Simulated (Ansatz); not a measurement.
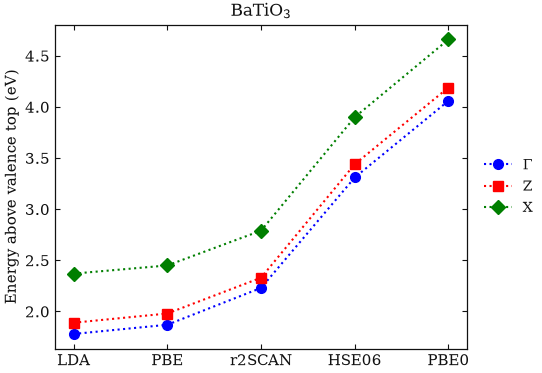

Lowest conduction level at each named k point, counted from the valence-band top at A, by several methods on one cell of BaTiO3, space group P4mm, 5 atoms in the cell, relaxed with r2SCAN; a = 3.972 Å, c = 4.112 Å (tetragonal axes). All runs are without spin-orbit coupling and carry no moments. The names follow the standardised cell of this lattice; in reduced coordinates of the cell that was run, Z is (0, 0, 0.5), X is (0, 0.5, 0) and A is (0.5, 0.5, 0.5).

> Does HSE06 shift these levels rigidly from PBE?

The shifts are +1.44 eV at Γ, +1.46 eV at Z and +1.45 eV at X, and at points that aren't plotted +1.61 eV (R), +1.61 eV (M) and +1.70 eV (A): over the named points that both runs hold, a spread of 0.26 eV on a mean of 1.54 eV, so one shift describes them only roughly.

> How do the methods rank at Γ?

From low to high: LDA 1.78, PBE 1.87, r2SCAN 2.23, HSE06 3.31, PBE0 4.06 eV.

> Do the methods agree on which of these conduction levels is lowest?

Yes: all put it at Γ.

```
method  program  Γ (eV)  Z (eV)  X (eV)
   LDA   Ansatz    1.78    1.89    2.37
   PBE   Ansatz    1.87    1.98    2.45
r2SCAN   Ansatz    2.23    2.33    2.79
 HSE06   Ansatz    3.31    3.44    3.90
  PBE0   Ansatz    4.06    4.19    4.66
```

Settings. LDA: Ansatz PAW set, 6×6×6 k mesh, 420 eV cutoff, fixed occupations (Ansatz 0.2.0). PBE: Ansatz PAW set, 6×6×6 k mesh, 420 eV cutoff, Fermi-Dirac smearing of 0.02 eV (Ansatz 0.2.0). r2SCAN: Ansatz PAW set, 6×6×6 k mesh, 500 eV cutoff, fixed occupations (Ansatz 0.2.0). HSE06: Ansatz PAW set, 4×4×4 k mesh, 420 eV cutoff, fixed occupations (Ansatz 0.2.0). PBE0: Ansatz PAW set, 4×4×4 k mesh, 420 eV cutoff, fixed occupations (Ansatz 0.2.0).

These are five of the 7 methods that were run on this cell. LDA, r2SCAN, HSE06 and PBE0: the PAW data sets were made with another functional. LDA, GGA and most meta-GGA functionals understate gaps. The names follow the standardised cell of this lattice; in reduced coordinates of the cell that was run, R is (0, 0.5, 0.5), M is (0.5, 0.5, 0) and A is (0.5, 0.5, 0.5).
